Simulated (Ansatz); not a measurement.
Consider this structure.

```
Pd
1.0
     3.25950    0.00000    0.00000
     0.00000    3.25950    0.00000
     0.00000    0.00000    3.25950
Pd
2
Cartesian
  0.0000 0.0000 0.0000
  1.6297 1.6297 1.6297
```

> Give a crystallographic description of this input.

The element is palladium. Space group Im-3m (No. 229), lattice body-centred cubic. It belongs to the family called body-centred cubic (W type). The cell holds two atoms. The coordination shell of Pd holds eight Pd in a cubic arrangement at 2.82 Å. The bonds build a three-dimensional framework.

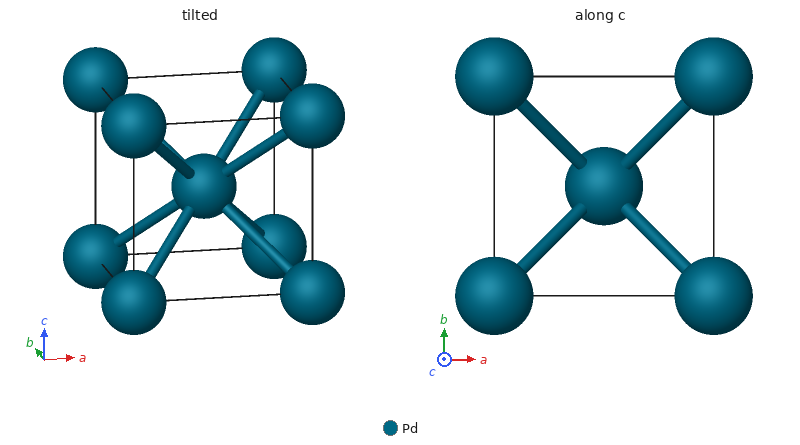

Ball-and-stick drawing of the structure, looking slightly off an axis and along the c axis. Lines trace the edges of the conventional unit cell. Colours: palladium blue.

The model was built from a structure listed in the Materials Project. The cell was then strained or its atoms displaced on purpose. A calculation with Ansatz used it as input.

At this level of theory the cell isn't at rest (stretched, at -25 GPa), so its distances can differ from those at equilibrium, the more so the softer the solid.
